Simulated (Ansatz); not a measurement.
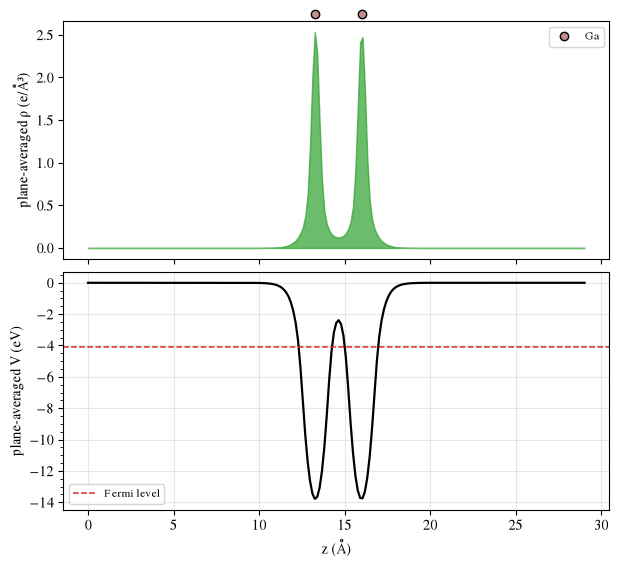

*Ga. Plane average of the electrostatic potential (local pseudopotential plus Hartree) felt by an electron and of the valence electron density across the slab. Circles mark the heights of the atoms.*

A structure generated by program, which may or may not match a known phase.

Theory: DFT PBE, scalar-relativistic, plane waves, PAW (Ansatz 0.2.0).

The density is the valence pseudo-density of a PAW calculation; it isn't the true density close to the nuclei.

```
CELL_PARAMETERS angstrom
2.81479 0.00000 0.00000
-1.40739 2.43768 0.00000
0.00000 0.00000 29.17244
ATOMIC_POSITIONS crystal
Ga 0.00000 0.00000 0.33782
Ga 0.00000 0.00000 0.24492
```

### Read off the work function of this surface.

The potential is flat in the vacuum, 4.07 eV above the Fermi level; this is the work function, the same on both faces.

### How thick is the slab, and how wide the vacuum?

The outermost nuclei are 2.7 Å apart, in 2 atomic planes; the vacuum between periodic images is 26.5 Å wide.
